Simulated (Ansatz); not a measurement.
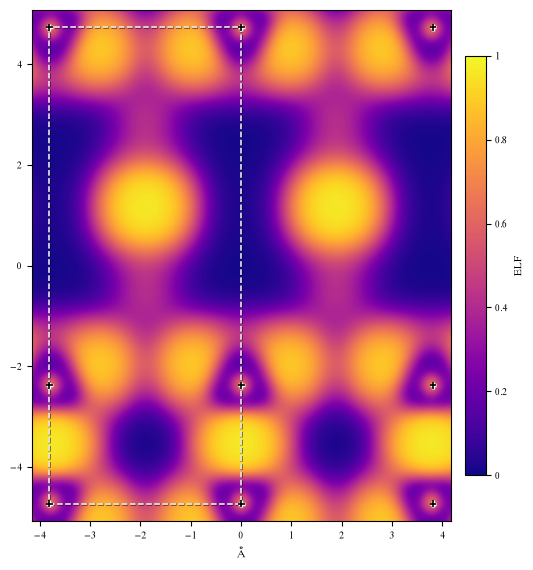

The ELF on a plane through atoms (crosses mark nuclei in the plane).

Theory: DFT, r2SCAN, plane waves, PAW (Ansatz).

Candidates:
A. SnO, a = 3.64 Å, b = 3.64 Å, c = 4.91 Å, α = 90.00°, β = 90.00°, γ = 90.00°. Space group P4/nmm; a structure from a database of computed crystals, not necessarily the ambient phase; started from the database structure prototype, which need not be the ambient phase; changed on purpose from its base cell (epitaxial xy strain -4.0%); computed pressure about 7 GPa in this cell.
B. Si, a = 3.81 Å, b = 3.81 Å, c = 9.47 Å, α = 90.00°, β = 90.00°, γ = 120.00°. Space group R-3m; started from the diamond prototype, which need not be the ambient phase; changed on purpose from its base cell (epitaxial 111 strain -1.0%).

Q: Which system is this?

A: Candidate B: Si on the (100) plane of the conventional cell, which holds Si. Si–Si (2.36 Å): the ELF peaks at about 0.95 between the atoms (a shared electron pair).
